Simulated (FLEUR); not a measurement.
## PbTe: 5 runs along one coordinate

System: PbTe (Fm-3m, 2 atoms in the cell).
Method: Kohn-Sham DFT of a periodic cell, AM05, all-electron, no spin polarisation (FLEUR MaX-R8.1 (later development tree)).

The 5 runs differ only in the geometry, by an even scaling of the cell at fixed fractional positions. The structure derives from an entry of the Crystallography Open Database.

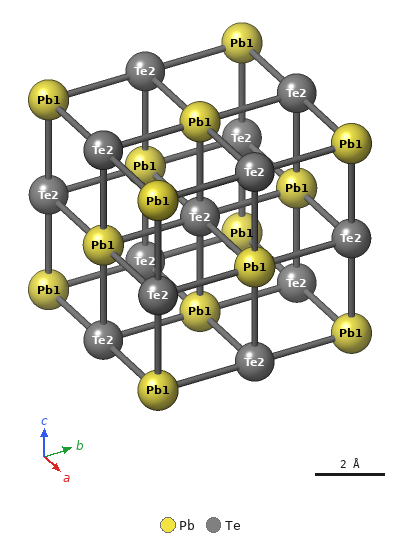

Figure 1. The structure of run 3 (ball-and-stick view of the cell 4 times as large as that of the calculation, set on its symmetry axes, seen at an oblique angle; atoms are numbered from 1 in the order of the input).

### Input of run 3
```
<?xml version="1.0" encoding="UTF-8" standalone="no"?>
<fleurInput fleurInputVersion="0.39">
   <comment>
      TePb                                                                                                
   </comment>
   <calculationSetup>
      <cutoffs Kmax="4.1" Gmax="12.7" GmaxXC="12.7" numbands="0"/>
      <scfLoop itmax="60" minDistance="0.00001" maxIterBroyd="15" imix="Anderson" alpha="0.05" precondParam="0.0" spinf="2.0" sdNocoIR="T"/>
      <coreElectrons ctail="T" frcor="F" kcrel="0" coretail_lmax="0"/>
      <xcFunctional name="LibXC" relativisticCorrections="F">
         <LibXCName exchange="gga_x_am05" correlation="gga_c_am05"/>
      </xcFunctional>
      <magnetism jspins="1"/>
      <soc l_soc="F" theta="0.0" phi="0.0" spav="F"/>
      <expertModes spex="0" secvar="F"/>
      <geometryOptimization l_f="F" forcealpha="1.0" forcemix="BFGS" epsdisp="0.00001" epsforce="0.00001"/>
      <ldaU l_linMix="F" mixParam="0.05" spinf="1.0"/>
   </calculationSetup>
   <cell>
      <bzIntegration valenceElectrons="42.0" mode="hist" fermiSmearingEnergy="0.00183747">
         <kPointListSelection listName="default-1"/>
         <!-- k-points included here -->
         <xi:include xmlns:xi="http://www.w3.org/2001/XInclude" href="kpts.xml"> </xi:include>
      </bzIntegration>
      <!-- symmetry operations included here -->
      <xi:include xmlns:xi="http://www.w3.org/2001/XInclude" href="sym.xml"> </xi:include>
      <bulkLattice scale="1.0">
         <bravaisMatrix>
            <row-1>    0.0000000000000000     6.1057051085825993     6.1057051085825993</row-1>
            <row-2>    6.1057051085825993     0.0000000000000000     6.1057051085825993</row-2>
            <row-3>    6.1057051085825993     6.1057051085825993     0.0000000000000000</row-3>
         </bravaisMatrix>
      </bulkLattice>
   </cell>
   <atomSpecies>
      <species name="Lead (Pb)" element="Pb" atomicNumber="82">
         <mtSphere radius="2.66" gridPoints="879" logIncrement="0.015"/>
         <atomicCutoffs lmax="11" lnonsphr="8"/>
         <electronConfig flipSpins="F">
            <coreConfig>(1s1/2) (2s1/2) (2p1/2) (2p3/2) (3s1/2) (3p1/2) (3p3/2) (4s1/2) (3d3/2) (3d5/2) (4p1/2) (4p3/2) (4d3/2) (4d5/2) (4f5/2) (4f7/2) (5s1/2)</coreConfig>
            <valenceConfig>(5p1/2) (5p3/2) (6s1/2) (5d3/2) (5d5/2) (6p1/2) (6p3/2)</valenceConfig>
            <stateOccupation state="(6p1/2)" spinUp="0.333333" spinDown="0.333333"/>
            <stateOccupation state="(6p3/2)" spinUp="0.666667" spinDown="0.666667"/>
         </electronConfig>
         <energyParameters s="6" p="6" d="5" f="5"/>
         <lo type="SCLO" l="1" n="5" eDeriv="0"/>
         <lo type="SCLO" l="1" n="5" eDeriv="1"/>
         <lo type="SCLO" l="0" n="6" eDeriv="2"/>
         <lo type="SCLO" l="2" n="5" eDeriv="2"/>
         <lo type="SCLO" l="3" n="5" eDeriv="2"/>
      </species>
      <species name="Tellurium (Te)" element="Te" atomicNumber="52">
         <mtSphere radius="2.66" gridPoints="879" logIncrement="0.015"/>
         <atomicCutoffs lmax="11" lnonsphr="8"/>
         <electronConfig flipSpins="F">
            <coreConfig>(1s1/2) (2s1/2) (2p1/2) (2p3/2) (3s1/2) (3p1/2) (3p3/2) (4s1/2) (3d3/2) (3d5/2)</coreConfig>
            <valenceConfig>(4p1/2) (4p3/2) (5s1/2) (4d3/2) (4d5/2) (5p1/2) (5p3/2)</valenceConfig>
            <stateOccupation state="(5p1/2)" spinUp="0.666667" spinDown="0.666667"/>
            <stateOccupation state="(5p3/2)" spinUp="1.333333" spinDown="1.333333"/>
         </electronConfig>
         <energyParameters s="5" p="5" d="5" f="4"/>
         <lo type="SCLO" l="1" n="4" eDeriv="0"/>
         <lo type="SCLO" l="1" n="4" eDeriv="1"/>
         <lo type="SCLO" l="2" n="4" eDeriv="0"/>
         <lo type="SCLO" l="2" n="4" eDeriv="1"/>
         <lo type="SCLO" l="0" n="5" eDeriv="2"/>
         <lo type="SCLO" l="3" n="4" eDeriv="2"/>
      </species>
   </atomSpecies>
   <atomGroups>
      <atomGroup species="Lead (Pb)">
         <relPos label="                   1">.0000000000 .0000000000 .0000000000</relPos>
         <force calculate="T" relaxXYZ="TTT"/>
      </atomGroup>
      <atomGroup species="Tellurium (Te)">
         <relPos label="                   2">1.000/2.000 1.000/2.000 1.000/2.000</relPos>
         <force calculate="T" relaxXYZ="TTT"/>
      </atomGroup>
   </atomGroups>
   <output dos="F" band="F" slice="F">
      <checks vchk="F" cdinf="F"/>
      <bandDOS minEnergy="-.5*Htr" maxEnergy="0.5*Htr" sigma="0.015" storeEVData="T"/>
      <vacuumDOS vacdos="F" integ="F" star="F" nstars="0" locx1="0.0" locy1="0.0" locx2="0.0" locy2="0.0" nstm="0" tworkf="0.0"/>
      <unfoldingBand unfoldBand="F" supercellX="1" supercellY="1" supercellZ="1"/>
      <plotting iplot="0" polar="F">
         <plot TwoD="T" vec1="  1.0  0.0  0.0" vec2="  0.0  1.0  0.0" vec3="  0.0  0.0  1.0" zero="  0.0  0.0  0.0" file="plot"/>
      </plotting>
      <chargeDensitySlicing numkpt="0" minEigenval="0.0" maxEigenval="0.0" nnne="0" pallst="F"/>
      <specialOutput eonly="F"/>
      <moessbauerParams electricFieldGradient="T" isomerShift="T" coreHyperfine="T" valenceHyperfine="T"/>
      <magneticCircularDichroism mcd="F" energyLo="-10.0" energyUp="0.0"/>
   </output>
  <!-- We include the file relax.xml here to enable relaxations (see documentation) -->
  <xi:include xmlns:xi="http://www.w3.org/2001/XInclude" href="relax.xml"> <xi:fallback/> </xi:include>
</fleurInput>
```

Lattice vectors (Å) and fractional positions of run 3:
```
   0.000000    3.231000    3.231000
   3.231000    0.000000    3.231000
   3.231000    3.231000    0.000000
Pb  0.000000  0.000000  0.000000
Te  0.500000  0.500000  0.500000
```

Run 4 has the same physical settings and fractional positions; its lattice vectors (Å) are:
```
   0.000000    3.273518    3.273518
   3.273518    0.000000    3.273518
   3.273518    3.273518    0.000000
```

### Results, with one run withheld

| run | volume per atom (Å³) | free energy per atom, from the lowest run given (meV) | gap on the mesh (eV) |
| --- | --- | --- | --- |
| 1 | 31.706 | 19.61 | 0.89 |
| 2 | 32.380 | 8.82 | 0.93 |
| 3 | 33.730 | 0.00 | 0.99 |
| 4 | 35.079 | ? | ? |
| 5 | 35.753 | 12.90 | 1.07 |

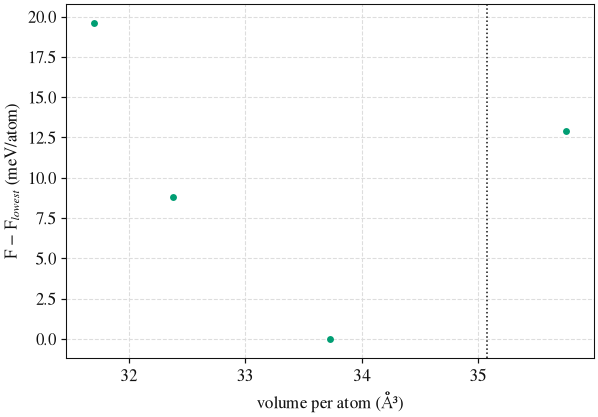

Figure 2. Free energy per atom of the runs given; the dotted line marks run 4.

Fit the runs given and predict run 4.

A quadratic polynomial in V^(−2/3) (the Birch–Murnaghan form), fitted to the 4 runs given, misses them by at most 0.01 meV per atom. With x = V^(−2/3) − 0.09655 Å⁻², it reads F = 0.96709 + 2111 x + 1.0932e+06 x² (meV per atom). At run 4 it gives 5.56 meV per atom, and the run itself gives 5.78. The fit has its minimum at 33.839 Å³ per atom, where V d²F/dV² gives 42 GPa: the bulk modulus at this level, since symmetry fixes the shape and the positions. The gap on the mesh goes, without turning, from 0.89 eV in run 1 to 1.07 eV in run 5; run 4 has 1.04 eV. These are gaps of this functional on this mesh, which can miss the band edges; they aren't the measured gap.

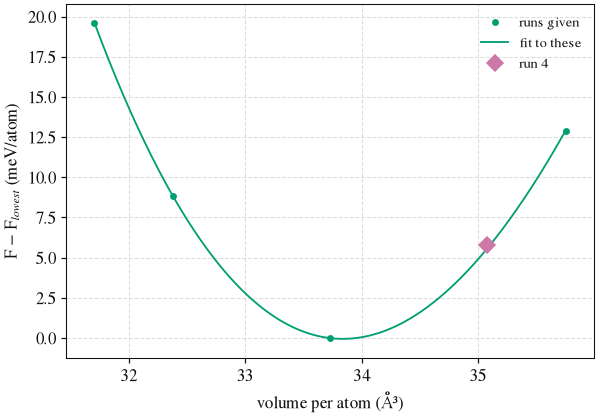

Figure 3. The fit and the withheld run.

### Output (run 4)
```
Welcome to FLEUR        (www.flapw.de)
      MaX-Release 8.1          (www.max-centre.eu)
 func_ids         135         120         135         120
The functional 'Armiento & Mattsson 05' is an exchange functional, it belongs to the 'GGA' family and is defined in the reference(s):
[1] R. Armiento and A. E. Mattsson.,  Phys. Rev. B 72, 085108 (2005)
[2] A. E. Mattsson, R. Armiento, J. Paier, G. Kresse, J. M. Wills, and T. R. Mattsson.,  J. Chem. Phys. 128, 084714 (2008)
The functional 'Armiento & Mattsson 05' is a correlation functional, it belongs to the 'GGA' family and is defined in the reference(s):
[1] R. Armiento and A. E. Mattsson.,  Phys. Rev. B 72, 085108 (2005)
[2] A. E. Mattsson, R. Armiento, J. Paier, G. Kresse, J. M. Wills, and T. R. Mattsson.,  J. Chem. Phys. 128, 084714 (2008)
 Using same functional for VXC and EXC

 ========== k-point set info ==========
 Selected k-point list: default-1
 k-point list type: mesh
 7 x 7 x 7
 Number of k points: 20

 ------------Calculation Setup---------------------------
 Number of MPI-tasks      :            1
 Number of PE/node        :            1
 Number of OMP-threads    :            1
 Most efficient MPI parallelization for:
           1           2           4           5          10          20
 Additional eigenvalue parallelization possible
 Number of basis functions:          644
 Approximate size of matrices (H+S) per k-point:         0.006 GB
 --------------------------------------------------------

 Iteration:     1   Distance:       8.57296150 me/bohr^3

 Iteration:     2   Distance:       8.05247455 me/bohr^3

 Iteration:     3   Distance:       3.42528919 me/bohr^3

 Iteration:     4   Distance:       1.02084527 me/bohr^3

 Iteration:     5   Distance:       0.74024017 me/bohr^3

 Iteration:     6   Distance:       0.09528352 me/bohr^3

 Iteration:     7   Distance:       0.08781185 me/bohr^3

 Iteration:     8   Distance:       0.01309263 me/bohr^3

 Iteration:     9   Distance:       0.01286876 me/bohr^3

 Iteration:    10   Distance:       0.00661382 me/bohr^3

 Iteration:    11   Distance:       0.00144020 me/bohr^3

 Iteration:    12   Distance:       0.00125521 me/bohr^3

 Iteration:    13   Distance:       0.00017580 me/bohr^3

 Iteration:    14   Distance:       0.00005214 me/bohr^3

 Iteration:    15   Distance:       0.00001889 me/bohr^3

 Iteration:    16   Distance:       0.00001789 me/bohr^3

 Iteration:    17   Distance:       0.00000654 me/bohr^3

 ********************************************************************
 Run finished successfully
 Stop message:
   all done
 ********************************************************************
```

Notes: Spin–orbit coupling is left out, which matters for Pb.
